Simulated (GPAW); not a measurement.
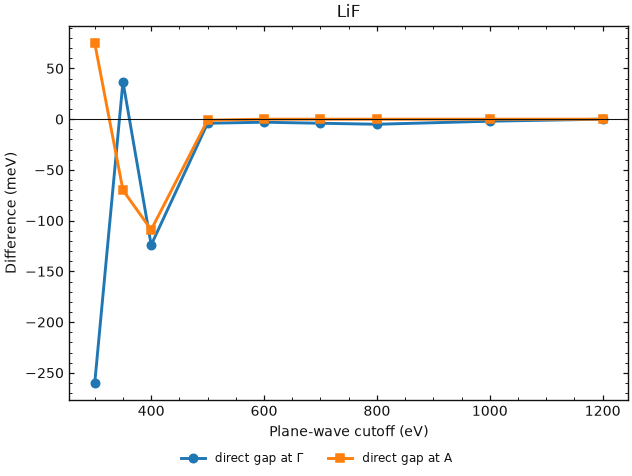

Gaps of wurtzite LiF, space group P6_3mc, 4 atoms in the cell (a = 3.061 Å, c = 4.807 Å (hexagonal axes)) as the plane-wave cutoff is raised, all else fixed. The plot shows differences from the last run. The cell is at 6 GPa in PBE. Method: PBE, GPAW PAW data sets (gpaw-data 1.2.1), no spin polarisation, no spin-orbit coupling, 6×6×4 k mesh, Fermi-Dirac smearing of 0.05 eV (GPAW 26.7.0).

Question: How well are these gaps converged with the plane-wave cutoff?

Answer: The direct gap at Γ starts −260 meV from the last run and stays within 10 meV of it from 500 eV on. The direct gap at A starts +75 meV from the last run and stays within 10 meV of it from 500 eV on. The approach isn't monotonic for the direct gap at Γ and direct gap at A.

| plane-wave cutoff | direct gap at Γ (eV) | direct gap at A (eV) |
| --- | --- | --- |
| 300 eV | 7.639 | 9.993 |
| 350 eV | 7.936 | 9.848 |
| 400 eV | 7.775 | 9.809 |
| 500 eV | 7.895 | 9.917 |
| 600 eV | 7.896 | 9.918 |
| 700 eV | 7.895 | 9.918 |
| 800 eV | 7.894 | 9.918 |
| 1000 eV | 7.897 | 9.918 |
| 1200 eV | 7.899 | 9.918 |

The k mesh is coarse. LDA, GGA and most meta-GGA functionals understate gaps. The usual form of LiF is rocksalt.
